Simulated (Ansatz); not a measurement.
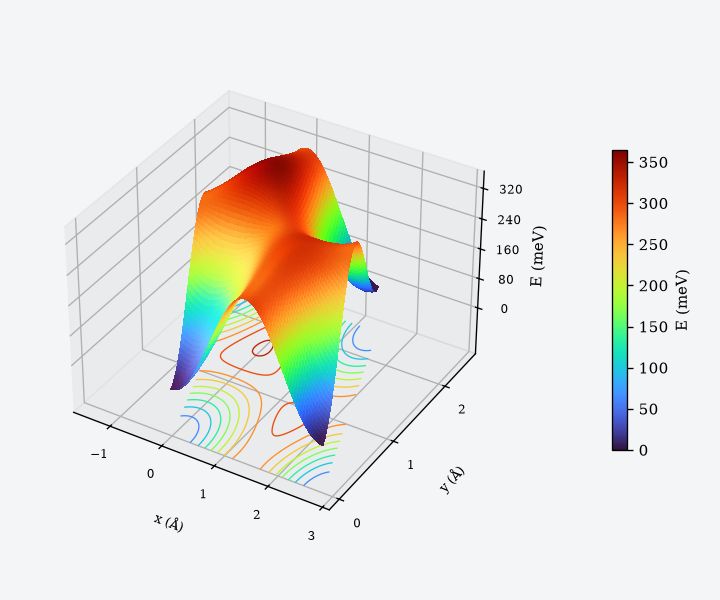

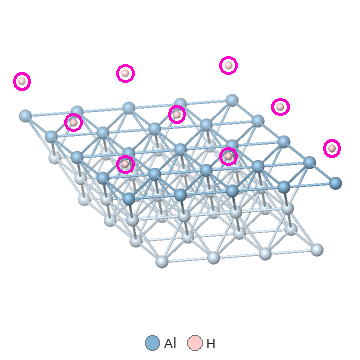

Energy landscape of H on an Al(111) slab cut from the Fm-3m phase, its upper half relaxed before the scan (12 atoms of substrate and one adsorbate in a 2 × 2 cell). H is moved over the surface cell at a fixed height above a rigid substrate; the origin of the map has the adsorbate above Al9; the height is held at 2.20 Å. Places are given modulo a cell vector. The map is drawn in real space over the plane of the surface. The grid has 6 × 6 points; 10 points were computed and 26 follow by symmetry. Places are given in fractions of the 1 × 1 surface cell. All energies are given in meV relative to the lowest grid point. The runs have no spin polarisation, so an open-shell adsorbate far from the surface lies too high. At a fixed height the lowest place need not be the adsorption site. Method: Ansatz 0.2.0, DFT PBE+D3(BJ), scalar-relativistic, plane waves, PAW. Settings: cutoff 420 eV, k-mesh 6×6×1, gaussian smearing 0.1 eV, no spin polarisation.

Drawn: a relief with its contours projected below, any walls above the top of the colour scale cut off. Between grid points the surface is interpolated. The second picture is the structure at the lowest point; rings mark the moved atoms.

Where are the wells?

Answer. The lowest grid point is at the top site over a surface Al atom, (0/6, 0/6) of the cell vectors. No other kind of well shows on this grid. The highest grid point, a threefold hollow over a second-layer Al atom, (2/6, 4/6) of the cell vectors, lies 365 meV above the lowest. On the interpolated surface the easiest way out of the lowest well to its copy in the next cell or period passes a barrier of about 310 meV. At the lowest point the adsorbate has 1 Al at 2.20 Å as nearest neighbours, at the highest 3 Al at 2.74 Å.

The input of one point:

```yaml
crystal:
  lattice:
    - [5.6314608525, 0.0, 0.0]
    - [-2.8157304263, 4.8769881587, 0.0]
    - [0.0, 0.0, 21.5684292007]
  atoms:
    - { symbol: Al, position: [0.3333333333, 0.1666666667, 0.1854562501] }
    - { symbol: Al, position: [0.3333333333, 0.6666666667, 0.1854562501] }
    - { symbol: Al, position: [0.8333333333, 0.1666666667, 0.1854562501] }
    - { symbol: Al, position: [0.8333333333, 0.6666666667, 0.1854562501] }
    - { symbol: Al, position: [0.1666666667, 0.3333333333, 0.2913950739] }
    - { symbol: Al, position: [0.1666666667, 0.8333333333, 0.2913950739] }
    - { symbol: Al, position: [0.6666666667, 0.3333333333, 0.2913950739] }
    - { symbol: Al, position: [0.6666666667, 0.8333333333, 0.2913950739] }
    - { symbol: Al, position: [0.0, 0.0, 0.3972671872] }
    - { symbol: Al, position: [0.0, 0.5, 0.3972671872] }
    - { symbol: Al, position: [0.5, 0.0, 0.3972671872] }
    - { symbol: Al, position: [0.5, 0.5, 0.3972671872] }
    - { symbol: H, position: [0.0, 0.0, 0.4992681247] }
basis:
  ecutwfc: 420
kpoints:
  mp_grid: { grid: [6, 6, 1] }
hamiltonian:
  xc: pbe
  pseudopotentials: { kind: paw, azcp: { folder: soft_1 } }
  dispersion: d3bj
scf:
  occupations: { method: gaussian, width: 0.1 }
output:
  forces: true
  eigenvalues: true
efield:
  axis: 3
  dipole_correction: true
  ramp_width: 0.04
```

The whole map (10 points run) took 3.6 min on 1 thread of Intel(R) Xeon(R) Platinum 8259CL CPU @ 2.50GHz (Skylake/Cascade Lake) (shared host).
